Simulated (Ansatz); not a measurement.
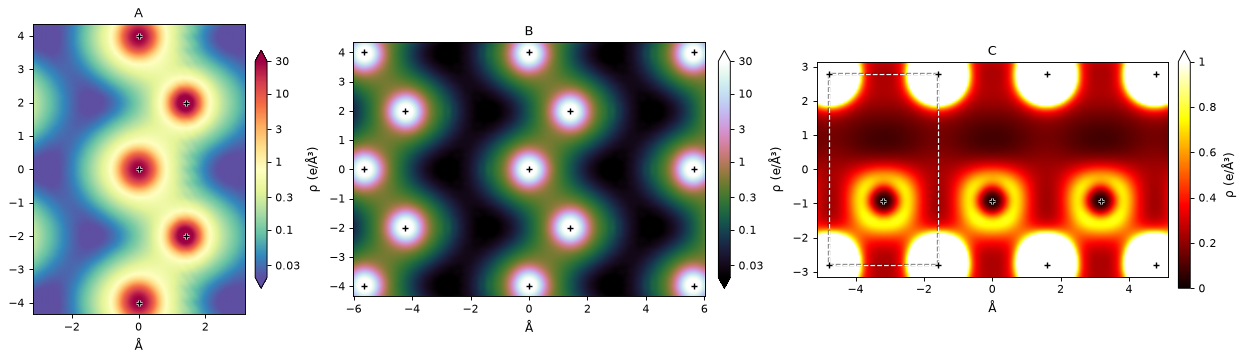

The valence electron density of 3 systems, each on a plane through atoms (crosses mark nuclei in the plane).

These are results of Ansatz 0.2.0, Kohn-Sham DFT of a periodic cell, PBE, Ansatz PAW, not measurements.

System 1: GaAs, the (011) plane of the conventional cell. Space group F-43m; computed pressure about 3 GPa in this cell.

System 2: MoP, the (110) plane of the conventional cell. Space group P-6m2; computed pressure about 3 GPa in this cell.

```xyz
2
Lattice="3.2230 0.0000 0.0000 -1.6115 2.7912 0.0000 0.0000 0.0000 3.1910" Properties=species:S:1:pos:R:3 pbc="T T T"
Mo    0.0000    0.0000    0.0000
P     0.0000    1.8608    1.5955
```

System 3: Ge, the (101) plane of the conventional cell. Space group Fd-3m; computed pressure about 4 GPa in this cell.

**Which map belongs to which system?**

Panel A is system 1, GaAs: the plane holds As and Ga. Ga–As (2.45 Å): ρ at the midpoint is about 0.5 e/Å³. Panel B is system 3, Ge: the plane holds Ge. Ge–Ge (2.45 Å): the density is about 0.51 e/Å³ at the midpoint. Panel C is system 2, MoP: the plane holds Mo and P. Mo–P (2.45 Å): the density is about 0.54 e/Å³ at the midpoint.
